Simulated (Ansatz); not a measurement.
**Mg₃Sb₂: density, localisation and related maps**

The calculation's input:

```
crystal:
  lattice:
    - [4.5675203323, 0.0, 0.0]
    - [-2.2837601662, 3.9555886401, 0.0]
    - [0.0, 0.0, 7.245238089]
  atoms:
    - { symbol: Mg, position: [0.3333333333, 0.6666666667, 0.6335365552] }
    - { symbol: Mg, position: [0.6666666667, 0.3333333333, 0.3664634448] }
    - { symbol: Mg, position: [0.0, 0.0, 0.0] }
    - { symbol: Sb, position: [0.3333333333, 0.6666666667, 0.2287294798] }
    - { symbol: Sb, position: [0.6666666667, 0.3333333333, 0.7712705202] }
basis:
  ecutwfc: 500
kpoints:
  mp_grid: { grid: [9, 9, 4] }
hamiltonian:
  xc: r2scan
scf:
  occupations: { method: fixed }
output:
  forces: true
  stress: true
  eigenvalues: true
  write_density: true
  write_potential: true
  elf: true
  volumetric_format: npy
relax:
  adjacent_minimum: "off"
  f_tol: 0.001
  max_steps: 60
  cell: { stress_tol: 0.01 }
```

Command:

```sh
ansatz run input.yaml --threads 4 --pin off --max-ram 10240MiB --backend cpu --events-out ev --progress --plain --runs-dir out
```

Below, planes, directions and counts refer to the conventional cell (a = 4.57 Å, b = 4.57 Å, c = 7.25 Å, α = 90.00°, β = 90.00°, γ = 120.00°).

The fields are those of the relaxed geometry.

Space group P-3m1.

Level of theory: DFT r2SCAN, scalar-relativistic, plane waves, PAW (Ansatz 0.2.0).

Core electrons are frozen (PAW), and the valence fields are smoothed inside the atomic spheres.

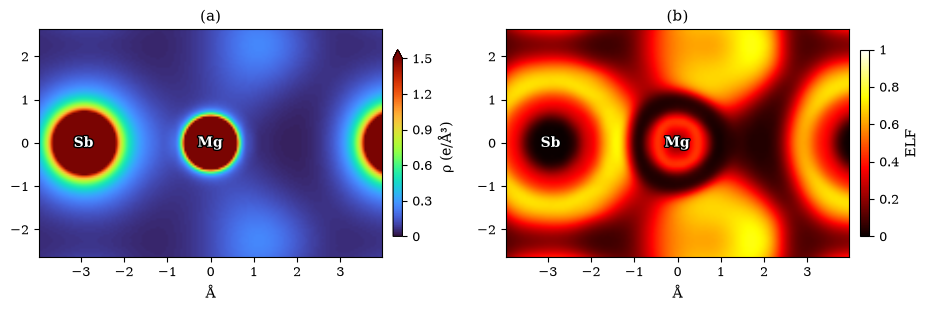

Figure 1. (a) valence pseudo-density; (b) electron localisation function on the (11̄0) plane of the conventional cell.

What does the map show?

Answer. The section cuts through Mg and Sb sites.
Mg–Sb (2.93 Å): the density is about 0.24 e/Å³ at the midpoint, with its minimum of 0.16 e/Å³ about 1.1 Å from Mg; the ELF peaks at about 0.75 in the valence shell of Sb, 1.5 Å from its nucleus, and is about 0.75 at the midpoint.
Between the atoms the lowest density in this plane is 0.03 e/Å³.

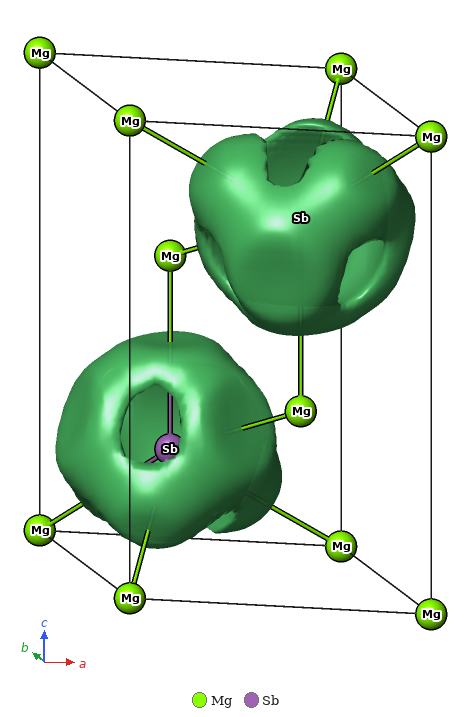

Figure 2. Isosurface of the ELF at 0.65 (green), seen slightly off an axis. Core shells and regions of very low density are left out. Sticks mark near contacts.

Identify the bonds, lone pairs and shells in this picture.

Answer. At this value the surface marks out two regions wrapped around Sb (the valence shell of each), counted in one cell of 5 atoms. Regions shared between cells count once. Profiles from the grid: Mg–Sb (2.82 Å): the ELF peaks at about 0.75 in the valence shell of Sb, 1.4 Å from its nucleus, and is about 0.75 at the midpoint.

Does the calculation give a band gap?

Answer. It is gapped, with a Kohn–Sham gap of 0.61 eV on the k-point mesh (the band edges may lie off the mesh, which would make the gap smaller).
